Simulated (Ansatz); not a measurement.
```cif
data_structure
_symmetry_space_group_name_H-M 'P 1'
_symmetry_Int_Tables_number 1
_cell_length_a 5.6000
_cell_length_b 5.6000
_cell_length_c 5.6000
_cell_angle_alpha 90.000
_cell_angle_beta 90.000
_cell_angle_gamma 90.000
_cell_volume 175.62
loop_
_atom_site_label
_atom_site_type_symbol
_atom_site_fract_x
_atom_site_fract_y
_atom_site_fract_z
_atom_site_occupancy
Mn1 Mn 0.50000 0.50000 0.00000 1
Mn2 Mn 0.00000 0.50000 0.50000 1
Mn3 Mn 0.00000 0.00000 0.00000 1
Mn4 Mn 0.50000 0.00000 0.50000 1
S1 S 0.75000 0.75000 0.25000 1
S2 S 0.25000 0.75000 0.75000 1
S3 S 0.25000 0.25000 0.25000 1
S4 S 0.75000 0.25000 0.75000 1
```

Space group F-43m; spin-polarised.

Computed with DFT r2SCAN, scalar-relativistic, plane waves, PAW (Ansatz).

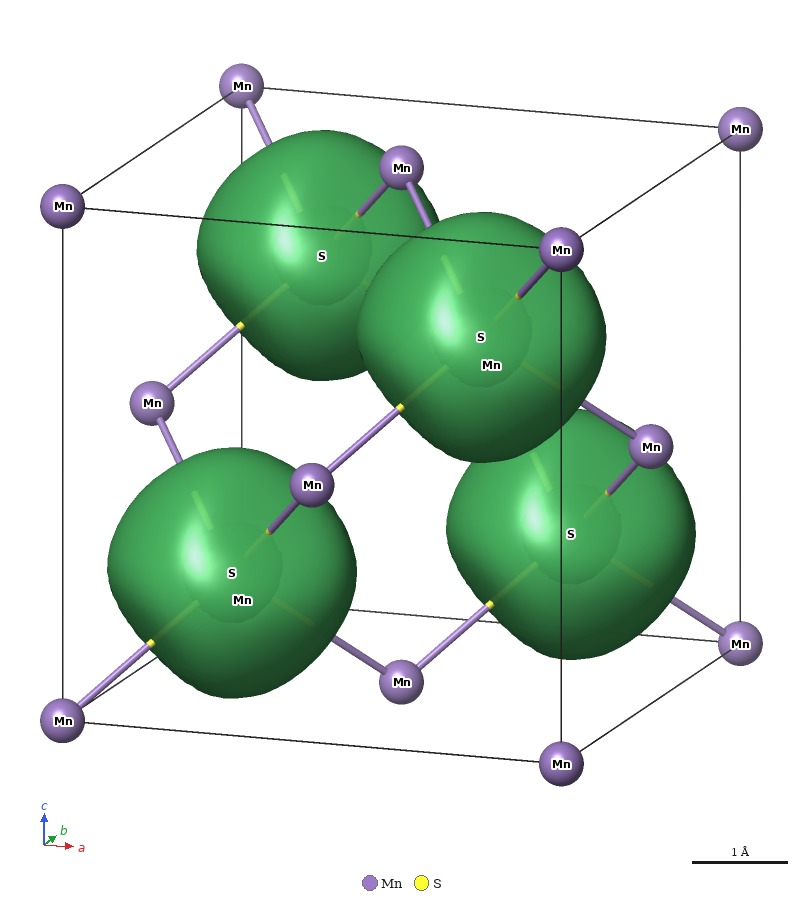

MnS. Isosurface of the electron localisation function at 0.65 (green), seen slightly off an axis. Only the valence region is drawn (cores and ρ < 0.01 e/Å³ removed). Sticks mark near contacts.

In a PAW calculation such maps are meaningful between the atoms, not at the nuclei.

Where are the electrons localised?

Answer. The ELF exceeds this value in four regions wrapped around S (the valence shell of each), counted in one cell of 8 atoms. Any copies at cell faces, edges or corners count once. Profiles from the grid: Mn–S (2.42 Å): the ELF peaks at about 0.90 in the valence shell of S, 0.8 Å from its nucleus, and is about 0.50 at the midpoint.

Metal or insulator at this level of theory?

Answer. It is gapped, with a Kohn–Sham gap of 0.58 eV on the k-point mesh, an upper bound to the gap of this method.
